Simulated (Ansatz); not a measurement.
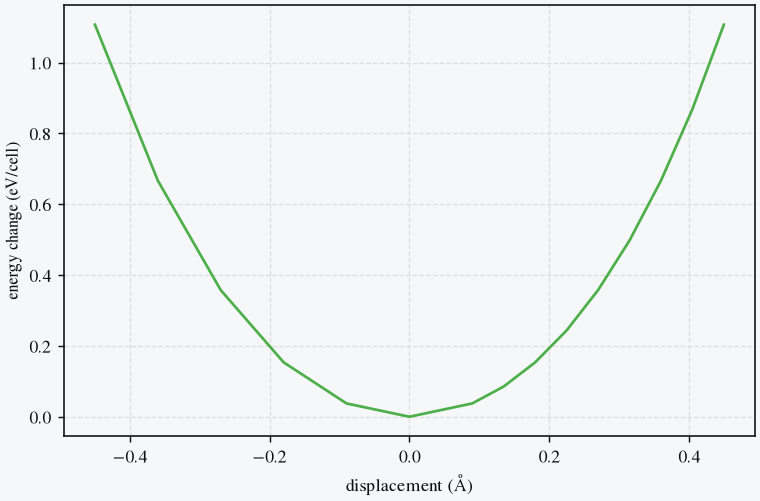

The picture above shows the energy change against displacement.

Computed with Ansatz 0.2.0: one atom of a crystal moved along a line, all else fixed, by plane-wave density functional theory with PAW datasets, free energies less that of the undisturbed cell, pressure positive in compression; scalar-relativistic. Level: PBEsol, no spin polarisation.

### For which of these solids was it computed?
A. AlNi₃, Fm-3m (No. 225), 11.0 Å³/atom, direction [-0.57735, -0.57735, -0.57735], moved atom 1
B. Ti₄O₃, I4/mmm (No. 139), 10.4 Å³/atom, direction [0.0, 0.0, 1.0], moved atom 5
C. CoSi₂, Fm-3m (No. 225), 12.5 Å³/atom, direction [-0.57735, 0.57735, 0.57735], moved atom 5

A, AlNi₃: energy change from 0.00 eV/cell to 1.11 eV/cell. The others give: CoSi₂, energy change from 0.0000 eV/cell to 0.3673 eV/cell; Ti₄O₃, energy change from 0.0000 eV/cell to 0.0708 eV/cell.

For AlNi₃, limits of the calculation: no spin polarisation, a magnetic state may lie lower.

For CoSi₂, limits of the calculation: no spin polarisation, a magnetic state may lie lower.

For Ti₄O₃, limits of the calculation: no spin polarisation, a magnetic state may lie lower.
